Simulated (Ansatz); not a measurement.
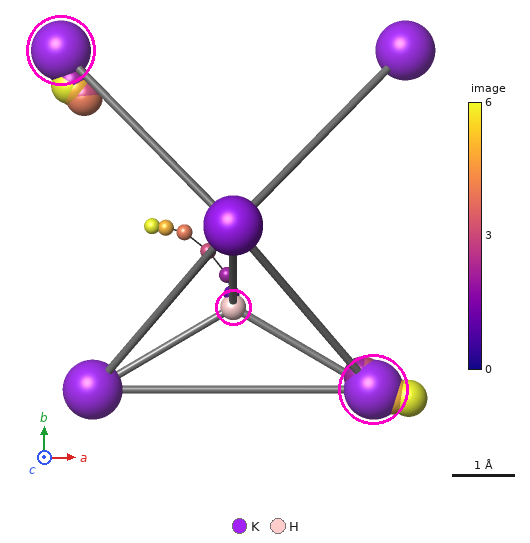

A nudged-elastic-band calculation for a defect cell of composition K16H (17 atoms in the cell). Images are numbered from 0 (start) to 6 (end). The start is drawn whole; smaller spheres mark the moving atoms (K, H) in the later images, joined by lines and coloured by the number of the image. The picture is a ball-and-stick view of the atoms within 5.1 Å of the middle of the path, seen along the c axis. The atoms that move most are ringed. Bonds to atoms that aren't drawn are left out.

Computed with DFT PBE, scalar-relativistic, plane waves, PAW in Ansatz. Set-up: plane-wave cutoff 420 eV; k-point mesh 2 × 2 × 2; Gaussian smearing 0.1 eV; 5 movable images; climbing image.

Q: What moves, how far, and at what cost in energy?

A: The H atom travels furthest, 1.86 Å from end to end, along [−1 1 0], on a path that bends up to 0.36 Å away from the straight line. At the highest image its nearest neighbour (K) is 2.68 Å away, against 2.64 Å at the start, and the surrounding atoms stand up to 0.53 Å off the mean of their end positions. The barrier is about 0.069 eV in both directions, with image 3 at the top; the ends have the same energy. The band is converged.

Cost: 5 min on 4 threads of Intel(R) Xeon(R) Platinum 8488C (Sapphire Rapids), with other jobs on the host, peak memory 4 GiB.
